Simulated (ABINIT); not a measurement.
Run report: Te, dielectric calculation (part 3 of 3)

Te (P3₁21, 3 atoms in the cell); Kohn-Sham DFT of a periodic cell, PBEsol, PseudoDojo NC SR PBEsol v0.4.1 standard, no spin polarisation (ABINIT 10.8.3); cutoff 925.19 eV, 4×4×4 k-mesh, fixed occupations. The structure derives from an entry of the Crystallography Open Database.

Geometry of the input (Å; fractional positions):
```
4.4540  0.0000  0.0000
-2.2270  3.8573  0.0000
0.0000  0.0000  5.9240
Te 0.7310  0.7310  0.0000
Te -0.0000  0.2690  0.6667
Te 0.2690  0.0000  0.3333
```

**Output, continued**
```
 Total localisation tensor (bohr^2) in cartesian coordinates
  WARNING : still subject to testing - especially symmetries.
      direction              matrix element
   alpha     beta       real part   imaginary part
     1        1       2.7620161801    0.0000000000
     1        2      -0.9567904710    0.0000000000
     1        3       0.0000000000    0.0000000000
     2        1      -0.9567904710    0.0000000000
     2        2       1.6572097081   -0.0000000000
     2        3       0.0000000000    0.0000000000
     3        1       0.0000000000    0.0000000000
     3        2       0.0000000000    0.0000000000
     3        3       2.3228848804    0.0000000000

 respfn : d/dk was computed, but no 2DTE, so no DDB output.

================================================================================
== DATASET  3 ==================================================================

--- !DatasetInfo
iteration_state: {dtset: 3, }
dimensions: {natom: 3, nkpt: 32, mband: 24, nsppol: 1, nspinor: 1, nspden: 1, mpw: 6520, }
cutoff_energies: {ecut:  34.0, pawecutdg:  -1.0, }
electrons: {nelect:   4.80000000E+01, charge:   0.00000000E+00, occopt:   1.00000000E+00, tsmear:   1.00000000E-02, }
meta: {optdriver: 1, rfelfd: 3, }
...

 mkfilename : getwfk/=0, take file _WFK from output of DATASET   1.

 mkfilename : getddk/=0, take file _1WF from output of DATASET   2.

 Real(R)+Recip(G) space primitive vectors, cartesian coordinates (Bohr,Bohr^-1):
 R(1)=  8.4168402  0.0000000  0.0000000  G(1)=  0.1188094  0.0685947  0.0000000
 R(2)= -4.2084201  7.2891974  0.0000000  G(2)=  0.0000000  0.1371893  0.0000000
 R(3)=  0.0000000  0.0000000 11.1947376  G(3)=  0.0000000  0.0000000  0.0893277
 Unit cell volume ucvol=  6.8681964E+02 bohr^3
 Angles (23,13,12)=  9.00000000E+01  9.00000000E+01  1.20000000E+02 degrees
 setup1 : take into account q-point for computing boxcut.

 getcut: wavevector=  0.0000  0.0000  0.0000  ngfft=  48  48  60
         ecut(hartree)=     34.000   => boxcut(ratio)=   2.04189
--------------------------------------------------------------------------------

 ==>  initialize data related to q vector <==

 The list of irreducible perturbations for this q vector is:
    1)    idir= 1    ipert=   5
    2)    idir= 3    ipert=   5

================================================================================

 The perturbation idir=   2  ipert=   5 is
 symmetric of a previously calculated perturbation.
 So, its SCF calculation is not needed.

--------------------------------------------------------------------------------
 Perturbation wavevector (in red.coord.)   0.000000  0.000000  0.000000
 Perturbation : homogeneous electric field along direction   1
 The set of symmetries contains only one element for this perturbation.
 symkpt : not enough symmetry to change the number of k points.

--------------------------------------------------------------------------------

--------------------------------------------------------------------------------

 Initialisation of the first-order wave-functions :
  ireadwf=   0

--- !BeginCycle
iteration_state: {dtset: 3, }
solver: {iscf: 7, nstep: 80, nline: 4, wfoptalg: 0, }
tolerances: {tolvrs: 1.00E-09, }
...

     iter   2DEtotal(Ha)        deltaE(Ha) residm    vres2
-ETOT  1  -956.81891508231     -9.568E+02 7.444E+01 1.697E+06
 ETOT  2  -1029.9465678066     -7.313E+01 1.007E+01 1.487E+06
 ETOT  3  -1241.2013571113     -2.113E+02 5.146E-01 1.083E+03
 ETOT  4  -1241.9391785361     -7.378E-01 1.191E-01 1.976E+02
 ETOT  5  -1241.9999831713     -6.080E-02 5.321E-03 1.692E+02
 ETOT  6  -1242.0223147385     -2.233E-02 6.178E-04 1.077E+00
 ETOT  7  -1242.0227798242     -4.651E-04 1.667E-04 3.382E-02
 ETOT  8  -1242.0228162340     -3.641E-05 1.058E-05 1.995E-03
 ETOT  9  -1242.0228202709     -4.037E-06 2.431E-06 1.056E-03
 ETOT 10  -1242.0228208838     -6.129E-07 1.416E-07 4.553E-05
 ETOT 11  -1242.0228209513     -6.747E-08 3.978E-08 6.400E-06
 ETOT 12  -1242.0228209597     -8.396E-09 2.223E-09 2.409E-07
 ETOT 13  -1242.0228209606     -9.527E-10 5.613E-10 9.853E-08
 ETOT 14  -1242.0228209608     -1.328E-10 3.358E-11 1.129E-09
 ETOT 15  -1242.0228209607      8.026E-11 9.464E-12 5.272E-09
 ETOT 16  -1242.0228209608     -1.367E-10 4.840E-13 2.323E-10

 At SCF step   16       vres2   =  2.32E-10 < tolvrs=  1.00E-09 =>converged.
-open ddk wf file :runo_DS2_1WF10
-open ddk wf file :runo_DS2_1WF11
-open ddk wf file :runo_DS2_1WF12
================================================================================

 ----iterations are completed or convergence reached----

 Mean square residual over all n,k,spin=   24.677E-16; max=  48.396E-14

 2DEtotal=   -0.1242022821E+04 Ha. Also 2DEtotal=   -0.337971627075E+05 eV
    (  non-var. 2DEtotal :   -1.2420228157E+03 Ha)

--------------------------------------------------------------------------------
 Perturbation wavevector (in red.coord.)   0.000000  0.000000  0.000000
 Perturbation : homogeneous electric field along direction   3
 The set of symmetries contains only one element for this perturbation.
 symkpt : not enough symmetry to change the number of k points.

--------------------------------------------------------------------------------

--------------------------------------------------------------------------------

 Initialisation of the first-order wave-functions :
  ireadwf=   0

--- !BeginCycle
iteration_state: {dtset: 3, }
solver: {iscf: 7, nstep: 80, nline: 4, wfoptalg: 0, }
tolerances: {tolvrs: 1.00E-09, }
...

     iter   2DEtotal(Ha)        deltaE(Ha) residm    vres2
-ETOT  1  -1043.3593674688     -1.043E+03 7.423E+01 1.020E+05
 ETOT  2  -1089.3357854879     -4.598E+01 6.865E+00 1.181E+04
 ETOT  3  -1095.2381193322     -5.902E+00 9.475E-02 5.029E+02
 ETOT  4  -1095.5386817242     -3.006E-01 2.946E-02 9.219E+00
 ETOT  5  -1095.5481097050     -9.428E-03 1.597E-03 3.696E-01
 ETOT  6  -1095.5491293139     -1.020E-03 4.308E-04 1.923E-02
 ETOT  7  -1095.5492570983     -1.278E-04 2.730E-05 6.398E-04
 ETOT  8  -1095.5492728564     -1.576E-05 7.372E-06 3.901E-05
 ETOT  9  -1095.5492749167     -2.060E-06 4.808E-07 6.457E-06
 ETOT 10  -1095.5492751902     -2.736E-07 1.243E-07 3.580E-07
 ETOT 11  -1095.5492752265     -3.624E-08 8.467E-09 6.736E-08
 ETOT 12  -1095.5492752312     -4.773E-09 2.136E-09 9.829E-10

 At SCF step   12       vres2   =  9.83E-10 < tolvrs=  1.00E-09 =>converged.
-open ddk wf file :runo_DS2_1WF10
-open ddk wf file :runo_DS2_1WF11
-open ddk wf file :runo_DS2_1WF12
================================================================================

 ----iterations are completed or convergence reached----

 Mean square residual over all n,k,spin=   16.715E-12; max=  21.356E-10

 2DEtotal=   -0.1095549275E+04 Ha. Also 2DEtotal=   -0.298114144798E+05 eV
    (  non-var. 2DEtotal :   -1.0955487509E+03 Ha)
================================================================================

 ---- first-order wavefunction calculations are completed ----

 ==> Compute Derivative Database <==
 The violation of the charge neutrality conditions
 by the effective charges is as follows :
    atom        electric field
 displacement     direction
       1               1        0.268208        0.000000
       1               2        0.000000        0.000000
       1               3        0.000000        0.000000
       2               1        0.000000        0.000000
       2               2        0.268208        0.000000
       2               3        0.000000        0.000000
       3               1       -0.000000        0.000000
       3               2        0.000000        0.000000
       3               3       -0.032764        0.000000

 Effective charge tensors after
 imposition of the charge neutrality (if requested by user),
 and eventual restriction to some part :
   atom    displacement
         1         1   -1.365057E+00    2.364348E+00    2.479805E+00
         1         2    2.364348E+00    1.365057E+00   -1.431716E+00
         1         3    1.919572E+00   -1.108266E+00    3.254797E-10
         2         1   -1.365057E+00   -2.364348E+00   -2.479805E+00
         2         2   -2.364348E+00    1.365057E+00   -1.431716E+00
         2         3   -1.919572E+00   -1.108266E+00    3.254761E-10
         3         1    2.730113E+00    0.000000E+00    0.000000E+00
         3         2    3.745686E-11   -2.730113E+00    2.863432E+00
         3         3   -1.520397E-11    2.216531E+00    3.254761E-10
 Now, the imaginary part of the dynamical matrix is zeroed

  Dielectric tensor, in cartesian coordinates,
     j1       j2             matrix element
  dir pert dir pert     real part    imaginary part

   1    5   1    5        31.5841500640        -0.0000000000

   2    5   2    5        31.5841500658        -0.0000000000

   3    5   3    5        64.6307381126        -0.0000000000

  Effective charges, in cartesian coordinates,
  (from electric field response)
   if specified in the inputs, charge neutrality has been imposed
     j1       j2             matrix element
  dir pert dir pert     real part    imaginary part

   1    1   1    5        -1.3650566976         0.0000000000
   2    1   1    5         2.3643475507         0.0000000000
   3    1   1    5         1.9195724984         0.0000000000
   1    2   1    5        -1.3650566975         0.0000000000
   2    2   1    5        -2.3643475507         0.0000000000
   3    2   1    5        -1.9195724984         0.0000000000
   1    3   1    5         2.7301133871         0.0000000000

   1    1   2    5         2.3643475508         0.0000000000
   2    1   2    5         1.3650566922         0.0000000000
   3    1   2    5        -1.1082656987         0.0000000000
   1    2   2    5        -2.3643475508         0.0000000000
   2    2   2    5         1.3650566922         0.0000000000
   3    2   2    5        -1.1082656987         0.0000000000
   2    3   2    5        -2.7301133924         0.0000000000
   3    3   2    5         2.2165313974         0.0000000000

   1    1   3    5         2.4798051157         0.0000000000
   2    1   3    5        -1.4317161510         0.0000000000
   1    2   3    5        -2.4798051157         0.0000000000
   2    2   3    5        -1.4317161511         0.0000000000
   2    3   3    5         2.8634323021         0.0000000000

== END DATASET(S) ==============================================================
================================================================================

 -outvars: echo values of variables after computation  --------
            acell      8.4168401591E+00  8.4168401592E+00  1.1194737562E+01 Bohr
           etotal1    -3.1403561971E+02
           etotal2    -3.5542190474E+01
           etotal3    -1.0955492752E+03
            fcart1    -1.7259454452E-03 -2.9894252022E-03 -0.0000000000E+00
                      -1.7259454452E-03  2.9894252022E-03 -0.0000000000E+00
                       3.4518908905E-03  2.3678424133E-14 -0.0000000000E+00
            fcart3     0.0000000000E+00  0.0000000000E+00  0.0000000000E+00
                       0.0000000000E+00  0.0000000000E+00  0.0000000000E+00
                       0.0000000000E+00  0.0000000000E+00  0.0000000000E+00
            rprim      1.0000000000E+00  0.0000000000E+00  0.0000000000E+00
                      -5.0000000000E-01  8.6602540380E-01  0.0000000000E+00
                       0.0000000000E+00  0.0000000000E+00  1.0000000000E+00
           strten1     5.1844672566E-05  5.1844671892E-05  4.0673484956E-05
                       0.0000000000E+00  0.0000000000E+00  7.7469808191E-14
           strten3     0.0000000000E+00  0.0000000000E+00  0.0000000000E+00
                       0.0000000000E+00  0.0000000000E+00  0.0000000000E+00
           xangst      1.6279369989E+00  2.8196695937E+00  0.0000000000E+00
                      -5.9906299960E-01  1.0376075523E+00  3.9493333307E+00
                       1.1981259992E+00  0.0000000000E+00  1.9746666653E+00
             xred      7.3100000000E-01  7.3100000000E-01  0.0000000000E+00
                      -1.1460398131E-17  2.6900000000E-01  6.6666666667E-01
                       2.6900000000E-01  0.0000000000E+00  3.3333333333E-01
 Calculation completed.
```

**File anaddb.abo**
```
.Version 10.8.3 of ANADDB
================================================================================

 -outvars_anaddb: echo values of input variables ----------------------

 Flags :
     dieflag         2
 Miscellaneous information :
         asr         2

================================================================================

 read the DDB information and perform some checks

  ==== Info on the Cryst% object ====
 Real(R)+Recip(G) space primitive vectors, cartesian coordinates (Bohr,Bohr^-1):
 R(1)=  8.4168402  0.0000000  0.0000000  G(1)=  0.1188094  0.0685947  0.0000000
 R(2)= -4.2084201  7.2891974  0.0000000  G(2)=  0.0000000  0.1371893  0.0000000
 R(3)=  0.0000000  0.0000000 11.1947376  G(3)=  0.0000000  0.0000000  0.0893277
 Unit cell volume ucvol=  6.8681964E+02 bohr^3
 Angles (23,13,12)=  9.00000000E+01  9.00000000E+01  1.20000000E+02 degrees
 Time-reversal symmetry is present
 Reduced atomic positions [iatom, xred, symbol]:
    1)    0.7310000  0.7310000  0.0000000  Te
    2)   -0.0000000  0.2690000  0.6666667  Te
    3)    0.2690000  0.0000000  0.3333333  Te

 DDB file with 3 blocks has been read.

================================================================================

 Dielectric Tensor and Effective Charges

 anaddb : Zero the imaginary part of the Dynamical Matrix at Gamma,
   and impose the ASR on the effective charges

 The violation of the charge neutrality conditions
 by the effective charges is as follows :
    atom        electric field
 displacement     direction
       1               1        0.268208        0.000000
       1               2        0.000000        0.000000
       1               3        0.000000        0.000000
       2               1        0.000000        0.000000
       2               2        0.268208        0.000000
       2               3        0.000000        0.000000
       3               1        0.000000        0.000000
       3               2        0.000000        0.000000
       3               3       -0.032764        0.000000

 Effective charge tensors after
 imposition of the charge neutrality (if requested by user),
 and eventual restriction to some part :
   atom    displacement
         1         1   -1.365057E+00    2.364348E+00    2.479805E+00
         1         2    2.364348E+00    1.365057E+00   -1.431716E+00
         1         3    1.919572E+00   -1.108266E+00    3.254773E-10
         2         1   -1.365057E+00   -2.364348E+00   -2.479805E+00
         2         2   -2.364348E+00    1.365057E+00   -1.431716E+00
         2         3   -1.919572E+00   -1.108266E+00    3.254773E-10
         3         1    2.730113E+00   -1.480297E-16    0.000000E+00
         3         2    3.745168E-11   -2.730113E+00    2.863432E+00
         3         3   -1.520419E-11    2.216531E+00    3.254773E-10
 Now, the imaginary part of the dynamical matrix is zeroed

================================================================================

 anaddb : the run completed successfully.
```

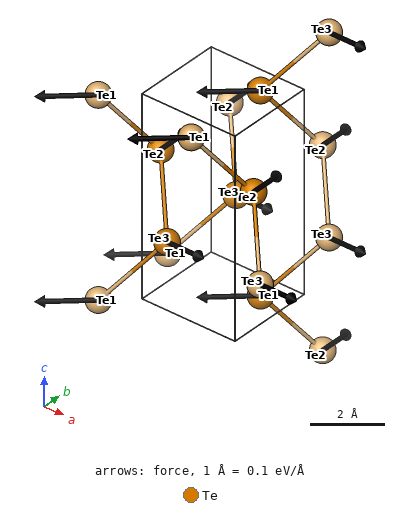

Forces on the atoms as black arrows (ball-and-stick view of the cell of the calculation, seen slightly off an axis; neighbours outside the cell are drawn fainter; atoms are numbered from 1 in the order of the input). The largest act on all 3 Te atoms (0.18 eV/Å). The geometry is not a stationary point of this energy.

**Key numbers**

| quantity | value |
| --- | --- |
| outcome | converged |
| space group (tolerance 0.01 Å) | P3₁21 (152) |
| electrons treated | 48 |
| free energy | −8545.3445 eV |
| Fermi energy | 4.225 eV |
| pressure | −1.42 GPa |
| largest force (length of the vector) | 0.178 eV/Å |
| ε∞ (xx, yy, zz) | 31.58, 31.58, 64.63 |
| Born charges (mean of the diagonal) | all 3 Te atoms (0.00 e) |
| wall time | 5.2 min (CPU time 21 min) |
| peak memory | 0.64 GiB |

**Notes**

Points of doubt noted for this run: cutoff too low for stress; k mesh coarse for field response.
